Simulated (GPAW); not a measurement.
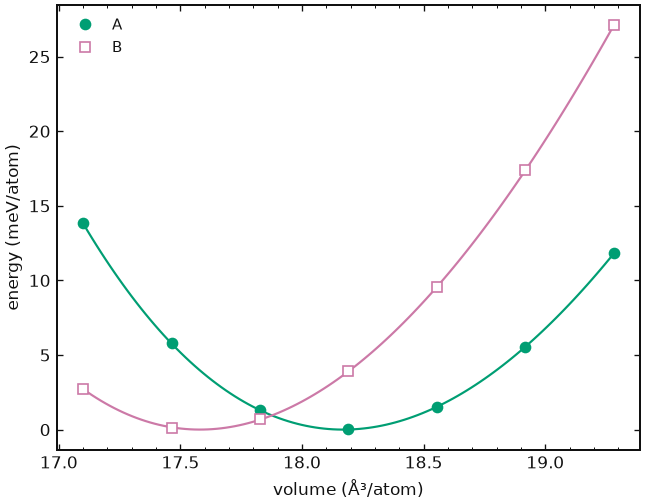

Plotted: energy against volume, with one curve for each functional, for Ga (space group P2_1/m). The labels are replaced by letters. In alphabetical order the cases are: LDA; PBEsol.

How it was computed, with GPAW 26.7.0: PAW DFT in plane waves, on a grid or in atomic orbitals, no spin polarisation; energies at scaled volumes of the given cell, shape and fractions fixed, counted from the fit's minimum, third-order Birch-Murnaghan fit. All runs: no spin polarisation.

occupations Fermi–Dirac; smearing width 0.05 eV; wave cutoff 600 eV.

> Which letter stands for which functional?

A: PBEsol; B: LDA.

Limits of the calculation: shape and atomic fractions are frozen while scaling, which makes layered, chain and framework solids too stiff.
